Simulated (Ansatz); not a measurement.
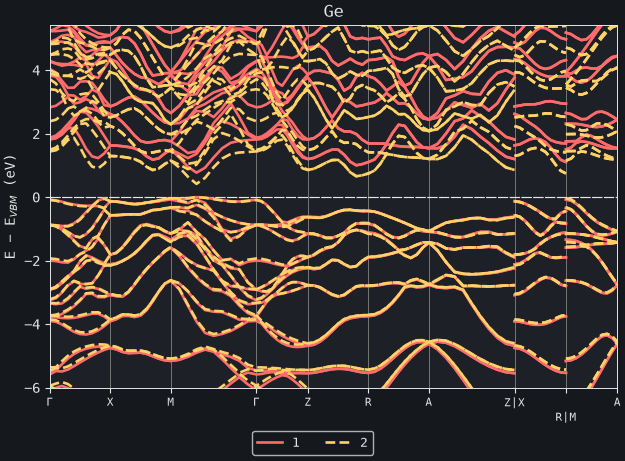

Band structures of Ge, space group P4_32_12 (No. 96), 12 atoms in the cell (a = 5.930 Å, c = 6.980 Å (tetragonal axes)), by two methods on the same cell. Each is counted from its own valence-band top.

Which curve is which? The methods: r2SCAN, PBEsol.

1 is r2SCAN; 2 is PBEsol. r2SCAN gives a gap of 0.77 eV along the path and PBEsol gives a gap of 0.42 eV along the path.

Settings. r2SCAN: Ansatz PAW, no spin polarisation, no spin-orbit coupling, 5×5×4 k mesh, 500 eV cutoff, Fermi-Dirac smearing of 0.05 eV (Ansatz 0.2.0). PBEsol: PseudoDojo stringent (PBEsol files), no spin polarisation, no spin-orbit coupling, 5×5×4 k mesh, 1687 eV cutoff, Fermi-Dirac smearing of 0.05 eV (Ansatz).

Spin-orbit coupling is left out, which matters for Ge. LDA, GGA and most meta-GGA functionals understate gaps. This isn't the form of Ge at room conditions, which is diamond. r2SCAN: the PAW data sets were made with another functional.
